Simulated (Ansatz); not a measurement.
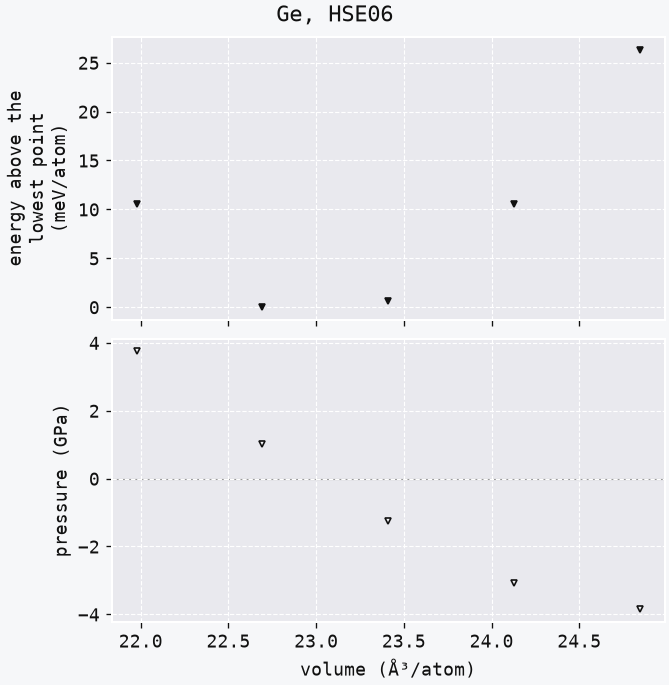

The plot gives the computed energy above the lowest point and pressure against volume for Ge, space group Fd-3m (No. 227) (one of a set of cubic test structures, which need not be the stable phase).

Calculation (Ansatz 0.2.0 development build): equation of state of a cubic crystal from periodic Kohn-Sham density functional theory without spin; pressure corrected for the finite basis. Level: HSE06.

structure type diamond; atoms in cell 2; space group number 227; lattice centring face-centred primitive; k mesh 4×4×4; occupation method Fermi–Dirac; occupation width 0.05 eV; wave cutoff 820 eV; datasets hand-made PAW; density tolerance 0 eV; bands 18; density cutoff ratio 4; search for lower states default; exchange singularity regularized.

Tabulate the plotted points.

```csv
volume (Å³/atom),energy above the lowest point (meV/atom),pressure (GPa)
21.98,10.5,3.746
22.69,0.0,1.028
23.41,0.7,-1.248
24.13,10.6,-3.078
24.84,26.3,-3.843
```

Keep in mind: coarse k-mesh, values are not converged in k.
